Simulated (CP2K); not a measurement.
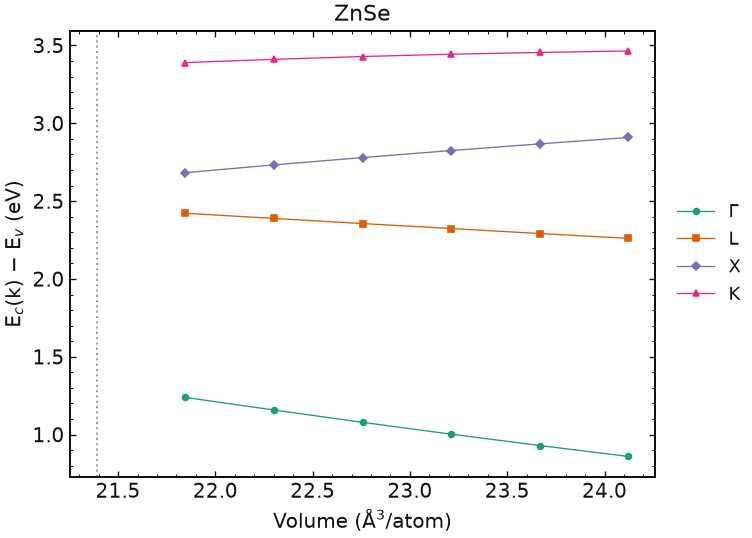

Lowest conduction level at each named k point, counted from the valence-band top at Γ. One run is left out (dotted line).

System: zincblende ZnSe, space group F-43m, 2 atoms in the primitive cell. The cell is scaled uniformly. Method: PBEsol, POTENTIAL_UZH Se GTH-PBE-q6, Zn GTH-PBE-q12; TZVP-MOLOPT-PBE-GTH basis, no spin polarisation, no spin-orbit coupling, 8×8×8 k mesh, Fermi-Dirac smearing of 0.05 eV (CP2K).

```csv
volume,Γ (eV),L (eV),X (eV),K (eV)
21.85 Å³/atom,1.24,2.42,2.68,3.39
22.30 Å³/atom,1.16,2.39,2.73,3.41
22.76 Å³/atom,1.08,2.36,2.78,3.43
23.21 Å³/atom,1.00,2.32,2.83,3.44
23.67 Å³/atom,0.93,2.29,2.87,3.46
24.12 Å³/atom,0.86,2.26,2.91,3.47
```

Question: What does the missing run, at 21.39 Å³/atom, give?

Answer: Fits through the other points against the logarithm of the volume give 1.32 eV at Γ, 2.46 eV at L, 2.64 eV at X and 3.38 eV at K (straight lines). The run itself gives 1.32, 2.46, 2.63 and 3.37 eV, within 0.01 eV of the estimates.

Question: Which of these conduction levels is lowest, and does that change?

Answer: The lowest is the one at Γ, over the whole range, so among these points the gap stays direct.

Question: What are the deformation potentials dE/d ln V?

Answer: Straight lines against ln V have slopes of −3.9 eV at Γ, −1.6 eV at L, +2.3 eV at X and +0.8 eV at K.

The potentials were made for another functional. The basis of atomic orbitals isn't converged, which shifts gaps and empty levels. Spin-orbit coupling is left out, which matters for Se. LDA, GGA and most meta-GGA functionals understate gaps.
